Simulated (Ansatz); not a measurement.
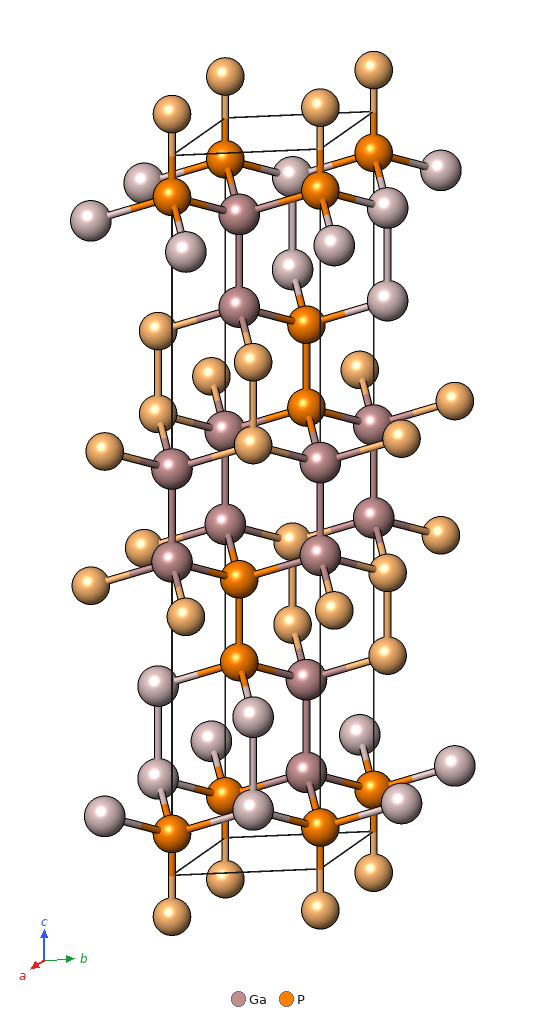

We look at a ball-and-stick model of the crystal slightly off an axis. One conventional unit cell is framed, with atoms on its boundary repeated. Bonded atoms from the next cells complete the picture, in fainter colours.

GaP, space group R-3m (No. 166), a = 3.885 Å, b = 3.885 Å, c = 19.305 Å, α = 90.00°, β = 90.00°, γ = 120.00°. The initial geometry was a structure listed in the Materials Project. Earlier steps of the study may have refined or changed the cell and positions. Ansatz was used for an electronic-structure calculation on it.

This one geometry was computed with Ansatz (DFT, plane waves, PAW) at four levels of theory: PBE, PBE with spin-orbit coupling, PBEsol and r2SCAN.

### Which level gives the highest pressure at this volume, and what does that say about its equilibrium volume?

Highest: PBE (0.0 GPa) and PBE with spin-orbit coupling (0.0 GPa), which points to the largest equilibrium volume. Lowest, with the smallest volume: PBEsol (-2.9 GPa) and r2SCAN (-2.4 GPa). Levels within 0.5 GPa of each other can't be told apart.

### How does the band gap change with the level of theory?

PBEsol: a gap of 0.71 eV, indirect; PBE with spin-orbit coupling: a gap of 0.77 eV, indirect; PBE: a gap of 0.80 eV, indirect; r2SCAN: a gap of 1.05 eV, indirect.

### Collect the results in a table.

| level | cutoff (eV) | k-mesh of the run's cell | gap (eV) | pressure (GPa) |
| --- | --- | --- | --- | --- |
| PBE | 420 | 12×12×12 | 0.80 | 0.0 |
| PBE with spin-orbit coupling | 420 | 12×12×12 | 0.77 | 0.0 |
| PBEsol | 420 | 12×12×12 | 0.71 | -2.9 |
| r2SCAN | 500 | 12×12×12 | 1.05 | -2.4 |

Gaps are taken on the k-mesh or band path of each run.
